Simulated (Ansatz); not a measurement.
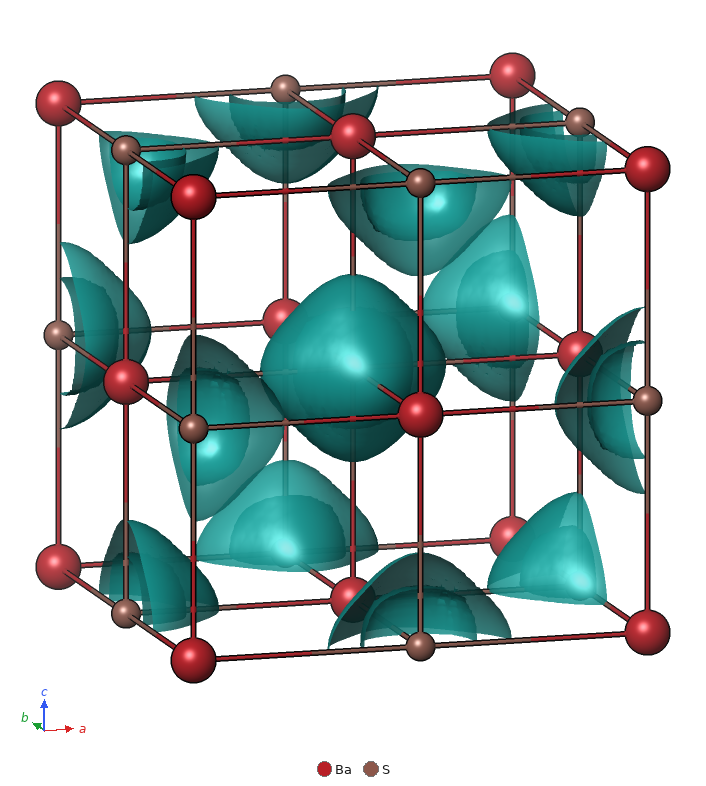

Figure. BaS. Bonding charge density, ρ(crystal) − Σ ρ(neutral atoms): teal surfaces at +0.04, none at −0.04 e/Å³, in the conventional cell seen slightly off an axis (the regions close to the nuclei are left out). Cores are masked to 1.0 Å (Ba) and 0.7 Å (S).

Space group Fm-3m.

Method: Ansatz, DFT PBE, scalar-relativistic, plane waves, PAW.

Core electrons are frozen (PAW), so the fields are smoothed inside the atomic spheres.

Where does charge go when the atoms form this crystal?

Answer. Ba–S (3.19 Å): Δρ is +0.02 e/Å³ at the midpoint.
Over the whole cell, outside the masked cores, the largest gain, 0.05 e/Å³, lies 1.1 Å from a sulfur nucleus, and the largest loss, 0.03 e/Å³, lies 2.0 Å from a barium nucleus and 2.6 Å from a sulfur one.
The rearranged charge, half the integral of |Δρ|, is about 0.27 e an atom.
Bader charges: Ba +1.41 and S −1.41 e.

Metal or insulator at this level?

Answer. It is gapped, with a Kohn–Sham gap of 2.2 eV on the k-point mesh.

Cost of the run: 9.2 s on 1 thread of Arm Neoverse V2 (shared host), peak memory 0.32 GiB.
